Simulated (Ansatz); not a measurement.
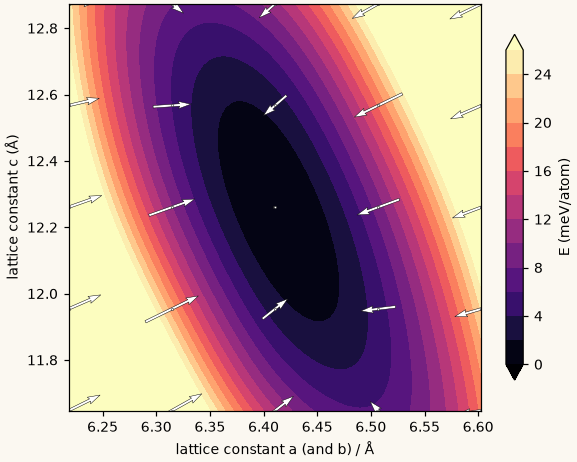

Energy landscape of SnO₂ (R-3m, No. 166; 12 atoms in the cell). The energy is mapped over the lattice constants a and c of the conventional cell. The first coordinate is: lattice constant a (and b); the second: lattice constant c. Nothing is relaxed (fractional coordinates fixed). The grid has 5 × 5 points. Points are written as (first, second). Energies are in meV/atom, from the lowest grid point. Method: DFT LDA, scalar-relativistic, plane waves, PAW in Ansatz. Settings: cutoff 520 eV, k-mesh 6×6×6, gaussian smearing 0.05 eV, no spin polarisation.

Drawn: filled contours, dots at the grid points, arrows along the force (downhill), their lengths compressed, one colour for all values above the top of the scale. Between grid points the surface is interpolated. 

**Describe this landscape.**

The lowest grid point is at (6.411 Å, 12.261 Å). It is the only kind of minimum in the scanned range. The highest grid point, (6.218 Å, 11.648 Å), lies 88.8 meV/atom above the lowest. Round the minimum the valley is strongly tilted: raising lattice constant a (and b) shifts the best value of lattice constant c downwards (coupling k₁₂/√(k₁₁k₂₂) about 0.7). The gap on the k-mesh is 1.6 eV at the lowest point and runs from 0.9 to 2.5 eV over the map.

The values on the grid:

```
lattice constant c ↓, lattice constant a (and b) →  6.218  6.315  6.411  6.507  6.603
                                            12.874   24.9    8.1   11.3   32.0   67.9
                                            12.567   29.9    5.9    2.9   18.1   49.1
                                            12.261   41.9   10.0    0.0    9.0   34.4
                                            11.954   61.4   20.8    3.0    5.0   24.2
                                            11.648   88.8   38.7   12.2    6.3   18.5
```

Each point was launched as `ansatz run input.yaml --threads 2 --pin off --max-ram 4096MiB --backend cpu --events-out ev --progress --plain --runs-dir out`. The whole map (25 points run) took 15 min on 2 threads of Arm Neoverse N1, with other jobs on the host.

PAW datasets: the set soft_1.
